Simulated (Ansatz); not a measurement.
The calculation's input:

```
crystal:
  lattice:
    - [3.7603065604, 0.0, 0.0]
    - [-1.8801532802, 5.8528643211, 0.0]
    - [0.0, 0.0, 23.5103383514]
  atoms:
    - { symbol: Se, position: [0.9868306746, 0.9736613492, 0.3190085948] }
    - { symbol: Pt, position: [0.3452107274, 0.6904214548, 0.3273592146] }
    - { symbol: Se, position: [0.7035907802, 0.4071815605, 0.3357098344] }
    - { symbol: Se, position: [0.332041402, 0.664082804, 0.4341024517] }
    - { symbol: Pt, position: [0.6904214548, 0.3808429096, 0.4424530715] }
    - { symbol: Se, position: [0.0488015076, 0.0976030153, 0.4508036914] }
    - { symbol: Se, position: [0.6772521294, 0.3545042588, 0.5491963086] }
    - { symbol: Pt, position: [0.0356321822, 0.0712643645, 0.5575469285] }
    - { symbol: Se, position: [0.394012235, 0.7880244701, 0.5658975483] }
    - { symbol: Se, position: [0.0224628568, 0.0449257136, 0.6642901656] }
    - { symbol: Pt, position: [0.3808429096, 0.7616858193, 0.6726407854] }
    - { symbol: Se, position: [0.7392229625, 0.4784459249, 0.6809914052] }
basis:
  ecutwfc: 420
kpoints:
  mp_grid: { grid: [10, 6, 1] }
hamiltonian:
  xc: pbesol
scf:
  occupations: { method: gaussian, width: 0.1 }
output:
  forces: true
  eigenvalues: true
  write_density: true
  write_potential: true
  elf: true
  volumetric_format: npy
efield:
  axis: 3
  dipole_correction: true
  ramp_width: 0.04
```

Run with:

```sh
ansatz run input.yaml --threads 4 --pin off --max-ram 9216MiB --backend cpu --events-out ev --progress --plain --runs-dir out
```

Not relaxed (largest force 1.0 eV/Å).

Method: DFT PBEsol, scalar-relativistic, plane waves, PAW in Ansatz.

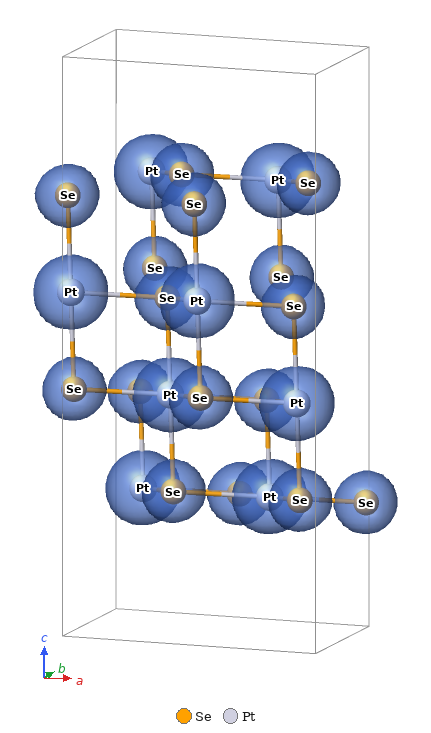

PtSe$_{2}$ (slab). Isosurface of the valence pseudo-density at 1 e/Å³ (blue), seen slightly off an axis. Sticks mark near contacts.

What does this surface tell about the bonding?

At this value the density breaks into separate islands; it holds about 70 % of the electrons treated as valence (semicore included). It bridges none of the near contacts. It is pinched off along the sampled Pt–Se (2.51 Å) contacts. On the grid the lowest density along these lines, outside the cores, is 0.58 e/Å³ (Pt–Se, 2.51 Å).
